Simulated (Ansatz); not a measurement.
TiAl

Input file:

```
crystal:
  lattice:
    - [0.0, -3.1713456453, 0.0]
    - [0.0, 0.0, -3.1713456453]
    - [10.0140369359, 0.0, 0.0]
  atoms:
    - { symbol: Ti, position: [1.0, 0.0, 0.8708817446] }
    - { symbol: Ti, position: [1.0, 0.0, 0.2375016871] }
    - { symbol: Ti, position: [1.0, 0.0, 0.5541917158] }
    - { symbol: Al, position: [0.5, 0.5, 0.0791566727] }
    - { symbol: Al, position: [0.5, 0.5, 0.3958467015] }
    - { symbol: Al, position: [0.5, 0.5, 0.7125367302] }
basis:
  ecutwfc: 500
kpoints:
  mp_grid: { grid: [19, 19, 7] }
hamiltonian:
  xc: r2scan
scf:
  occupations: { method: gaussian, width: 0.15 }
output:
  forces: true
  stress: true
  eigenvalues: true
  write_density: true
  write_potential: true
  elf: true
  volumetric_format: npy
```

Run with:

```sh
ansatz run input.yaml --threads 2 --pin off --max-ram 5120MiB --backend cpu --events-out ev --progress --plain --runs-dir out
```

Below, planes, directions and counts refer to the conventional cell (a = 3.17 Å, b = 3.17 Å, c = 10.01 Å, α = 90.00°, β = 90.00°, γ = 90.00°).

Space group P4mm; a structure from a database of computed crystals, not necessarily the ambient phase; not relaxed (largest force 1.2 eV/Å); computed pressure about −4 GPa in this cell; computed without spin polarisation.

Computed with Ansatz, DFT r2SCAN, scalar-relativistic, plane waves, PAW.

In a PAW calculation such maps are meaningful between the atoms, not at the nuclei.

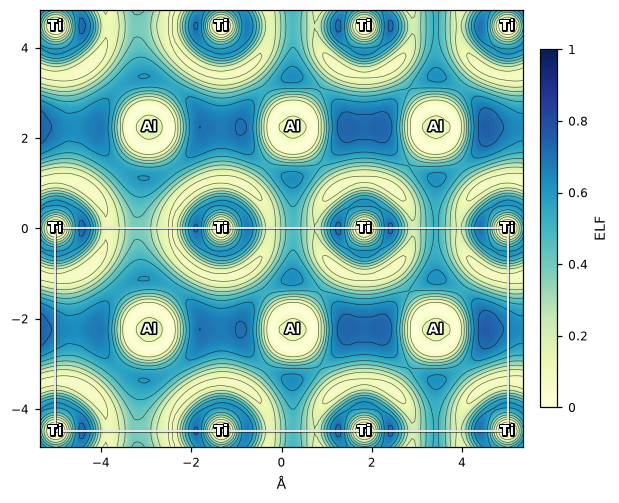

Figure 1. ELF on the (11̄0) plane of the conventional cell.

**What do the fields say about this system?**

Atoms in the plane: Ti and Al. Ti–Al (2.75 Å): the ELF is about 0.30 at the midpoint: no shared electron pair shows on this line. Ti–Al (3.06 Å): the ELF is about 0.35 at the midpoint. The features right at Ti lie inside the PAW spheres, where the map follows smoothed inner orbitals and isn't to be read closely.

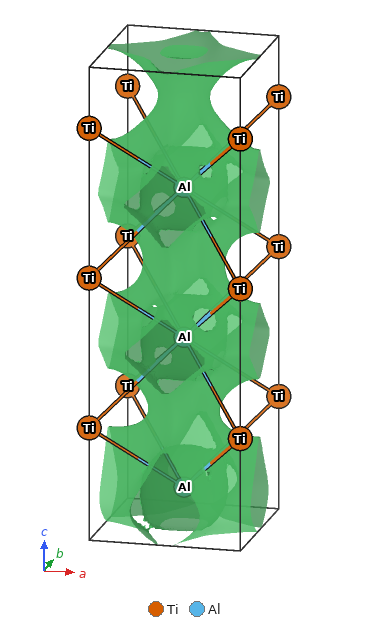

Figure 2. Isosurface of the ELF at 0.55 (green), seen at an oblique angle. Only the valence region is drawn (cores and ρ < 0.01 e/Å³ removed). Sticks mark near contacts.

**Identify the bonds, lone pairs and shells in this picture.**

The surface consists of one network that runs through the whole crystal, counted in one cell of 6 atoms. Any copies at cell faces, edges or corners count once.

**Does the calculation give a band gap?**

It is gapless in this calculation (a metal or semimetal).
